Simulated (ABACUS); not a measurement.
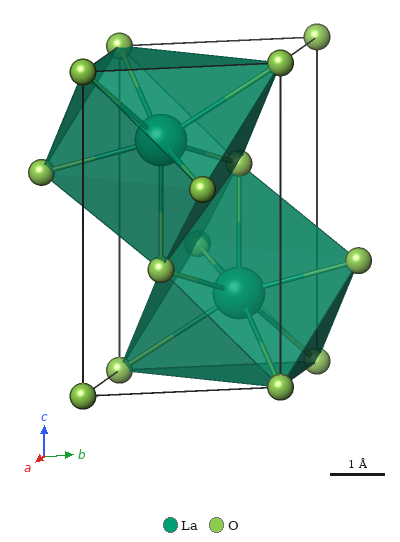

Fig. 1: The structure (polyhedral view of the cell of the calculation, seen slightly off an axis; polyhedra are completed across the faces of the cell). An atom can appear more than once, as a periodic image.

# La₂O₃: band-structure run (part 1 of 2)

- system: La₂O₃ (P-3m1, 5 atoms in the cell)
- method: Kohn-Sham DFT of a periodic cell, r2SCAN, SG15 ONCV 1.2 PBE, no spin polarisation (ABACUS 3.10.1)

The structure derives from a Materials Project entry. It belongs to a series of runs on one base structure; here: bands on the converged density.

## Input
```
INPUT_PARAMETERS
suffix              La2O3
calculation         nscf
basis_type          pw
pseudo_dir          ./
symmetry            -1
dft_functional      MGGA_X_R2SCAN+MGGA_C_R2SCAN
ecutwfc             128.0
pseudo_rcut         7
nspin               1
nbands              30
ks_solver           dav
smearing_method     fd
smearing_sigma      0.00367493
scf_thr             1e-08
scf_nmax            100
mixing_type         broyden
mixing_beta         0.7
mixing_tau          1
init_chg            file
pw_diag_thr         1e-07
out_band            1
kpar                4
```

## File STRU
```
ATOMIC_SPECIES
La 138.9055 La_ONCV_PBE-1.2.upf
O 15.9990 O_ONCV_PBE-1.2.upf

LATTICE_CONSTANT
1.8897261246

LATTICE_VECTORS
3.9307778800 0.0000000000 0.0000000000
-1.9653889400 3.4041535007 0.0000000000
0.0000000000 0.0000000000 6.1119535200

ATOMIC_POSITIONS
Direct

La
0.0
2
0.3333333333 0.6666666667 0.2462356800 1 1 1
0.6666666667 0.3333333333 0.7537643200 1 1 1

O
0.0
3
0.0000000000 0.0000000000 0.0000000000 1 1 1
0.3333333333 0.6666666667 0.6458906500 1 1 1
0.6666666667 0.3333333333 0.3541093500 1 1 1
```

## File KPT
```
K_POINTS
12
Line
0.00000000 0.00000000 0.00000000 6 // G
0.50000000 0.00000000 0.00000000 6 // M
0.33333333 0.33333333 0.00000000 6 // K
0.00000000 0.00000000 0.00000000 6 // G
0.00000000 0.00000000 0.50000000 6 // A
0.50000000 0.00000000 0.50000000 6 // L
0.33333333 0.33333333 0.50000000 6 // H
0.00000000 0.00000000 0.50000000 1 // A
0.50000000 0.00000000 0.50000000 6 // L
0.50000000 0.00000000 0.00000000 1 // M
0.33333333 0.33333333 0.00000000 6 // K
0.33333333 0.33333333 0.50000000 1 // H
```

Hardware: 4 threads of Intel Xeon (Granite Rapids), 96 GiB of memory available, shared host.

Launched with:
```bash
OMP_NUM_THREADS=1 mpirun -np 4 abacus > log
```

## Log
```
ABACUS v3.10.1

               Atomic-orbital Based Ab-initio Computation at UStc

 ------------------------------------------------------------------------------------

 READING GENERAL INFORMATION
                           global_out_dir = OUT.La2O3/
                           global_in_card = INPUT
                               pseudo_dir = ./
                              orbital_dir =
                                    DSIZE = 4
                                    GSIZE = 1

 READING UNITCELL INFORMATION
                                    ntype = 2
                  lattice constant (Bohr) = 1.88973
              lattice constant (Angstrom) = 1

 READING ATOM TYPE 1
                               atom label = La
                      L=0, number of zeta = 1
                      L=1, number of zeta = 1
                      L=2, number of zeta = 1
             number of atom for this type = 2

 READING ATOM TYPE 2
                               atom label = O
                      L=0, number of zeta = 1
                      L=1, number of zeta = 1
                      L=2, number of zeta = 1
             number of atom for this type = 3

                        TOTAL ATOM NUMBER = 5
DIRECT COORDINATES
    atom                   x                   y                   z     mag                  vx                  vy                  vz
taud_La1            0.3333333333        0.6666666667        0.2462356800  0.0000        0.0000000000        0.0000000000        0.0000000000
taud_La2            0.6666666667        0.3333333333        0.7537643200  0.0000        0.0000000000        0.0000000000        0.0000000000
taud_O1            0.0000000000        0.0000000000        0.0000000000  0.0000        0.0000000000        0.0000000000        0.0000000000
taud_O2            0.3333333333        0.6666666667        0.6458906500  0.0000        0.0000000000        0.0000000000        0.0000000000
taud_O3            0.6666666667        0.3333333333        0.3541093500  0.0000        0.0000000000        0.0000000000        0.0000000000

                          Volume (Bohr^3) = 551.905
                             Volume (A^3) = 81.7838

 Lattice vectors: (Cartesian coordinate: in unit of a_0)
             +3.93078                  +0                  +0
             -1.96539            +3.40415                  +0
                   +0                  +0            +6.11195
 Reciprocal vectors: (Cartesian coordinate: in unit of 2 pi/a_0)
            +0.254403           +0.146879                  -0
                   -0           +0.293759                  -0
                   +0                  -0           +0.163614
 The esolver type has been set to : ksdft_pw

                PAO radial cut off (Bohr) = 7

 Read in pseudopotential file is La_ONCV_PBE-1.2.upf
                     pseudopotential type = NC
          exchange-correlation functional = PBE
                 nonlocal core correction = 0
                        valence electrons = 11
                                     lmax = 3
                           number of zeta = 0
                     number of projectors = 8
                           L of projector = 0
                           L of projector = 0
                           L of projector = 1
                           L of projector = 1
                           L of projector = 2
                           L of projector = 2
                           L of projector = 3
                           L of projector = 3
 XC functional updated to : MGGA_X_R2SCAN+MGGA_C_R2SCAN
          exchange-correlation functional = MGGA_X_R2SCAN+MGGA_C_R2SCAN
                PAO radial cut off (Bohr) = 7

 Read in pseudopotential file is O_ONCV_PBE-1.2.upf
                     pseudopotential type = NC
          exchange-correlation functional = PBE
                 nonlocal core correction = 0
                        valence electrons = 6
                                     lmax = 1
                           number of zeta = 0
                     number of projectors = 4
                           L of projector = 0
                           L of projector = 0
                           L of projector = 1
                           L of projector = 1
 XC functional updated to : MGGA_X_R2SCAN+MGGA_C_R2SCAN
          exchange-correlation functional = MGGA_X_R2SCAN+MGGA_C_R2SCAN
     initial pseudo atomic orbital number = 0

 SETUP THE ELECTRONS NUMBER
            electron number of element La = 11
      total electron number of element La = 22
             electron number of element O = 6
       total electron number of element O = 18
            AUTOSET number of electrons:  = 40
                           occupied bands = 20
                                   NBANDS = 30
                                   NLOCAL = 45

%%%%%%%%%%%%%%%%%%%%%%%%%%%%%%%%%%%%%%%%%%%%%%%%%%%%%%%%%%%%%%%%%%%%%%%%%%%%%%%%%%%%%%%%%%%%%%%%%%%%%%%%%%
 Warning: the number of valence electrons in pseudopotential > 3 for La: [Xe] 5d1 6s2
 Pseudopotentials with additional electrons can yield (more) accurate outcomes, but may be less efficient.
 If you're confident that your chosen pseudopotential is appropriate, you can safely ignore this warning.
%%%%%%%%%%%%%%%%%%%%%%%%%%%%%%%%%%%%%%%%%%%%%%%%%%%%%%%%%%%%%%%%%%%%%%%%%%%%%%%%%%%%%%%%%%%%%%%%%%%%%%%%%%

 SETUP THE PLANE WAVE BASIS
 energy cutoff for charge/potential (unit:Ry) = 512
            fft grid for charge/potential = [ 54, 54, 90 ]
                        fft grid division = [ 1, 1, 1 ]
        big fft grid for charge/potential = [ 54, 54, 90 ]
                                     nbxx = 262440
                                     nrxx = 262440

 SETUP PLANE WAVES FOR CHARGE/POTENTIAL
                    number of plane waves = 108071
                         number of sticks = 1945

 PARALLEL PW FOR CHARGE/POTENTIAL
     PROC   COLUMNS(POT)             PW
        1           1945         108071
 --------------- sum -------------------
        1           1945         108071
                            number of |g| = 4631
                                  max |g| = 46.3124
                                  min |g| = 0

----------- Double Check Mixing Parameters Begin ------------
mixing_type: broyden
mixing_beta: 0.7
mixing_gg0: 1
mixing_gg0_min: 0.1
mixing_ndim: 8
----------- Double Check Mixing Parameters End ------------

 SETUP K-POINTS
                                    nspin = 1
                                   nkstot = 57
K-POINTS DIRECT COORDINATES
 KPOINTS    DIRECT_X    DIRECT_Y    DIRECT_Z  WEIGHT
       1  0.00000000  0.00000000  0.00000000  1.0000
       2  0.08333333  0.00000000  0.00000000  1.0000
       3  0.16666667  0.00000000  0.00000000  1.0000
       4  0.25000000  0.00000000  0.00000000  1.0000
       5  0.33333333  0.00000000  0.00000000  1.0000
       6  0.41666667  0.00000000  0.00000000  1.0000
       7  0.50000000  0.00000000  0.00000000  1.0000
       8  0.47222222  0.05555555  0.00000000  1.0000
       9  0.44444444  0.11111111  0.00000000  1.0000
      10  0.41666666  0.16666666  0.00000000  1.0000
      11  0.38888889  0.22222222  0.00000000  1.0000
      12  0.36111111  0.27777778  0.00000000  1.0000
      13  0.33333333  0.33333333  0.00000000  1.0000
      14  0.27777778  0.27777778  0.00000000  1.0000
      15  0.22222222  0.22222222  0.00000000  1.0000
      16  0.16666666  0.16666666  0.00000000  1.0000
      17  0.11111111  0.11111111  0.00000000  1.0000
      18  0.05555555  0.05555555  0.00000000  1.0000
      19  0.00000000  0.00000000  0.00000000  1.0000
      20  0.00000000  0.00000000  0.08333333  1.0000
      21  0.00000000  0.00000000  0.16666667  1.0000
      22  0.00000000  0.00000000  0.25000000  1.0000
      23  0.00000000  0.00000000  0.33333333  1.0000
      24  0.00000000  0.00000000  0.41666667  1.0000
      25  0.00000000  0.00000000  0.50000000  1.0000
      26  0.08333333  0.00000000  0.50000000  1.0000
      27  0.16666667  0.00000000  0.50000000  1.0000
      28  0.25000000  0.00000000  0.50000000  1.0000
      29  0.33333333  0.00000000  0.50000000  1.0000
      30  0.41666667  0.00000000  0.50000000  1.0000
[... 27 further k points ...]

           k-point number in this process = 15
       minimum distributed K point number = 14

[... K-POINTS CARTESIAN COORDINATES: 15 rows ...]

[... K-POINTS DIRECT COORDINATES: 15 rows ...]

 SETUP PLANE WAVES FOR WAVE FUNCTIONS
     energy cutoff for wavefunc (unit:Ry) = 128
              fft grid for wave functions = [ 54, 54, 90 ]
                    number of plane waves = 15493
                         number of sticks = 535

 PARALLEL PW FOR WAVE FUNCTIONS
     PROC   COLUMNS(POT)             PW
        1            535          15493
 --------------- sum -------------------
        1            535          15493

 SETUP NONLOCAL PSEUDOPOTENTIALS IN PLANE WAVE BASIS
 La non-local projectors:
 projector 1 L=0
 projector 2 L=0
 projector 3 L=1
 projector 4 L=1
 projector 5 L=2
 projector 6 L=2
 projector 7 L=3
 projector 8 L=3
 O non-local projectors:
 projector 1 L=0
 projector 2 L=0
 projector 3 L=1
 projector 4 L=1
      TOTAL NUMBER OF NONLOCAL PROJECTORS = 88

 Init Non-Local PseudoPotential table :
 Init Non-Local-Pseudopotential done.

                                     npwx = 13535

 -------------------------------------------
 NONSELF-CONSISTENT
 -------------------------------------------
                                 init_chg = file
 try to read charge from file
 Read in the charge density: OUT.La2O3//La2O3-CHARGE-DENSITY.restart
 try to read kinetic energy density from file
 Read in the kinetic energy density: OUT.La2O3//La2O3-TAU-DENSITY.restart

 PW ALGORITHM --------------- ION=   1  ELEC=   1--------------------------------
```
